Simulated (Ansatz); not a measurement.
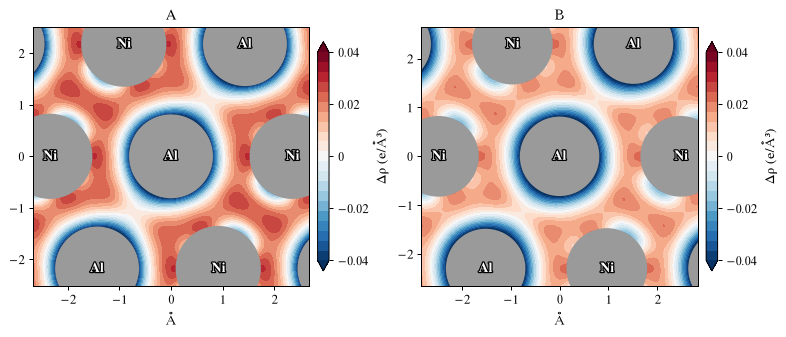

AlNi: deformation density on the (111) plane of the conventional cell at two volumes, with the same fractional coordinates and one colour scale. Grey discs cover the cores.

Space group Cmmm; computed without spin polarisation. The cell comes from a database of computed structures, not from a measurement.

These are results of DFT r2SCAN, scalar-relativistic, plane waves, PAW in Ansatz, not measurements.

Which panel is the larger cell, by how much, and what changes?

Answer. B is the larger cell: A has 85 % of the volume of B.
- From B to A, Al–Ni goes from 2.48 to 2.35 Å, and Δρ at its midpoint from +0.009 to +0.014 e/Å³.
- From B to A, Ni–Ni goes from 2.75 to 2.61 Å, and Δρ at its midpoint from +0.017 to +0.02 e/Å³.
- The pressure is 1 GPa in B and 42 GPa in A.
- The rearranged charge is 0.13 e an atom in B and 0.13 e in A.

Run times: 16 s (base cell) and 11 s (scaled cell), on 2 threads of Intel(R) Xeon(R) Platinum 8488C (Sapphire Rapids), with other jobs on the host.
